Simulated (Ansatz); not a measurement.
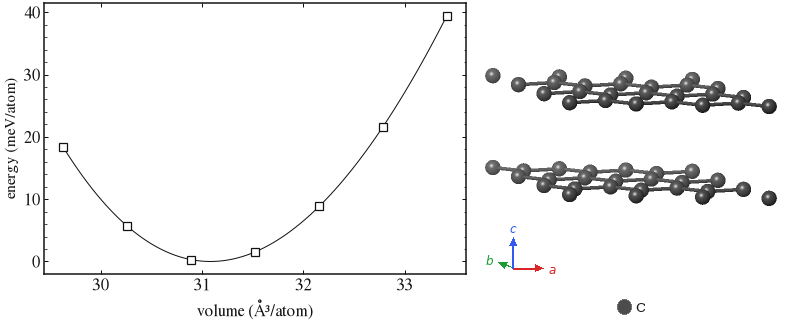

The plot gives the computed energy against volume for C, space group P-3m1 (No. 164). The slab (repeated in the plane, vacuum cut away) is drawn beside the plot.

Starting cell:
```
C
1.0
     2.45623    0.00000    0.00000
    -1.22811    2.12716    0.00000
     0.00000    0.00000   24.13396
C
4
Direct
  0.66667 0.33333 0.57048
  0.33333 0.66667 0.42952
  0.00000 0.00000 0.42953
  0.00000 0.00000 0.57047
```

How it was computed, with Ansatz 0.2.0: all-electron LAPW DFT, no spin polarisation; energies at scaled volumes of the given cell, shape and fractions fixed, counted from the fit's minimum, third-order Birch-Murnaghan fit. Level: LDA.

```
         setting                                   value
          k mesh                                 12×12×2
     occupations                             Fermi–Dirac
  smearing width                                 0.05 eV
      potentials  all electron LAPW, scalar relativistic
program settings               basis error eV/atom 0.002
```

This calculation gives: equilibrium volume 31.08 Å³/atom and bulk modulus 80.7 GPa.

Now the level changes from LDA to PBEsol. Predict the effect.

The equilibrium volume rises from 31.08 to 31.64 Å³/atom (+1.8 %) and the bulk modulus falls from 80.7 to 78.0 GPa (−3.3 %).

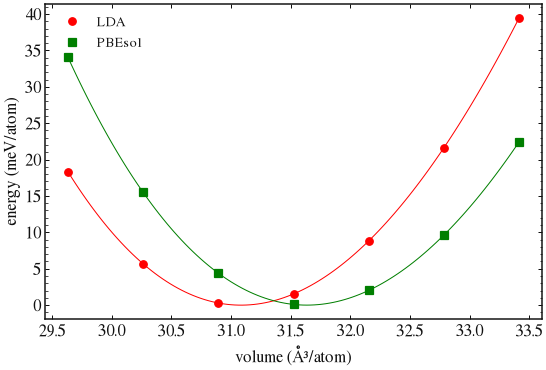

The two results together.

For both, limits of the calculation: shape and atomic fractions are frozen while scaling, which makes layered, chain and framework solids too stiff.

V0 and the bulk modulus come from third-order Birch–Murnaghan fits.
